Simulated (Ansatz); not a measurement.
Pb

Input file:

```
crystal:
  lattice:
    - [0.0, 3.4159188228, 3.4159188228]
    - [3.4159188228, 0.0, 3.4159188228]
    - [3.4159188228, 3.4159188228, 0.0]
  atoms:
    - { symbol: Pb, position: [0.25, 0.25, 0.25] }
    - { symbol: Pb, position: [0.0, 0.0, 0.0] }
hamiltonian:
  xc: pbesol
  pseudopotentials: { kind: paw }
kpoints:
  mp_grid: { grid: [7, 7, 7] }
scf:
  occupations: { method: fermi_dirac, width: 0.05 }
output:
  forces: true
  stress: true
  eigenvalues: true
  write_density: true
  write_potential: true
  elf: true
  volumetric_format: npy
```

Run with:

```sh
ansatz run input.yaml --threads 2 --pin off --max-ram 5632MiB --backend cpu --events-out ev --progress --plain --runs-dir out
```

Below, planes, directions and counts refer to the conventional cell (a = 6.83 Å, b = 6.83 Å, c = 6.83 Å, α = 90.00°, β = 90.00°, γ = 90.00°).

Space group Fd-3m; a structure from a database of computed crystals, not necessarily the ambient phase.

Method: Ansatz, Kohn-Sham DFT of a periodic cell, PBEsol, Ansatz PAW.

What will maps of the valence pseudo-density and electron localisation function show?

Answer. Pb–Pb (2.96 Å): ρ is about 0.3 e/Å³ halfway; the ELF is about 0.45 at the midpoint.

Does the calculation make it a metal, or give it a gap?

Answer. It is metallic or semimetallic at this level of theory: no gap opens.

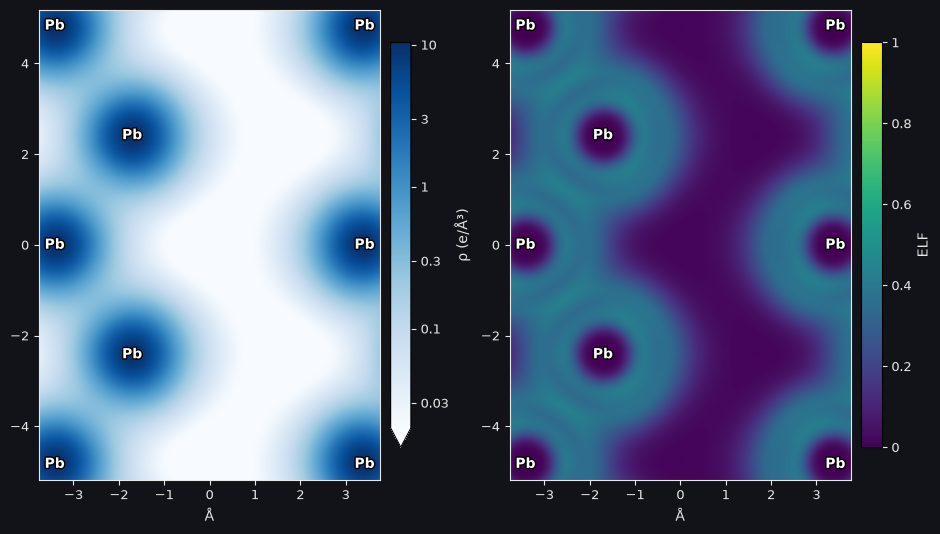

Computed valence pseudo-density and electron localisation function on the (101) plane of the conventional cell, in this order. 

The density is the valence pseudo-density of a PAW calculation; it isn't the true density close to the nuclei.
